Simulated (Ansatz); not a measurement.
# Gap against strain: armchair BP nanoribbon (N = 5, H edges)

**Method.** Ansatz 0.2.0, plane waves with PAW datasets, PBE, Fermi-Dirac smearing of 0.05 eV, no spin-orbit coupling. The period is scaled from its relaxed value of 5.597 Å and the atoms relax, within the symmetry of the start, at each strain ε (in %); gaps, in eV, are read on a band path.

```
period (Å)  energy (eV a cell)  place of the conduction minimum (Γ = 0, Z = 1)   ε    gap
     5.373              +0.237                                            0.00  −4  1.102
     5.485              +0.058                                            0.00  −2  1.076
     5.597               0.000                                            0.00   0  1.064
     5.708              +0.054                                            0.00   2  1.063
     5.820              +0.213                                            0.00   4  1.072
```

One run is withheld: period (Å) = 5.932, with ε = 6. Fit a straight line gap = a + b × ε to the 5 rows shown and predict it.

**Fit.** The means are 0 for ε and 1.075 for gap. The sum of products of deviations is −0.1499 and the sum of squares in ε is 40, so b = −0.1499 / 40 = −0.003746 and a = 1.075 − (−0.003746) × 0 = 1.075. The residuals' standard deviation, with 3 degrees of freedom, is σ = 0.013.

**Prediction.** gap = 1.075 + (−0.003746) × 6 = 1.053. The run gave 1.088, so the prediction less the run is −0.035. The standard error of a prediction there, σ√(1 + 1/5 + (6 − 0)²/40), is 0.018, and the miss is 1.9 times that, for a point outside the fitted range. With so few rows σ is itself uncertain. The slope is only 1.9 times its own standard error, so the line says little more than the mean does.

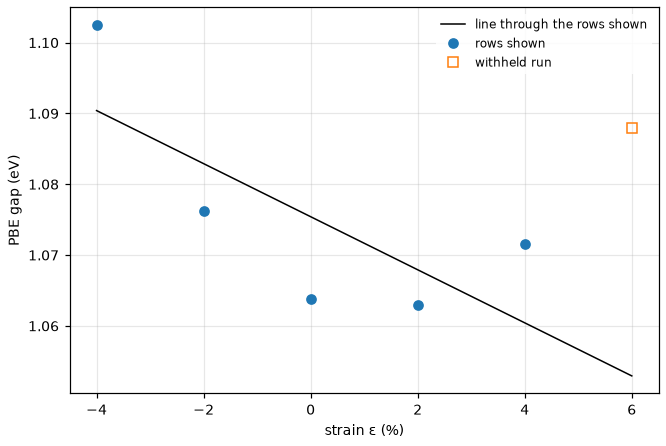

The fitted line, the rows shown and the withheld run.

The gap does not move one way: it turns somewhere between ε = 0 and 4 %, and the true extreme can lie between the rows, beyond the values shown.

Caveats: Kohn-Sham gaps of a wire among periodic images, which in a check on one flat ribbon (7 Å apart) lowered the gap by 0.2 eV and flattened the slope; the slope b × 100 is a mean deformation potential of the gap, in eV per unit strain. Between neighbouring runs it lies between −1.3 and 0.8 eV, so a bend, a kink or scatter between runs makes one line a rough account. The unstrained row comes from a denser mesh than the others, which shifts its energy a little. Series of this kind are told only where this holds: a gap at every strain (compound wires with polar facets were set aside first). 88 of 101 did.

[Logs are printed without paths, hosts, clocks, repeated set-up lines and the standing remarks that a program may print on its own settings, such as how far it seeks lower states.]
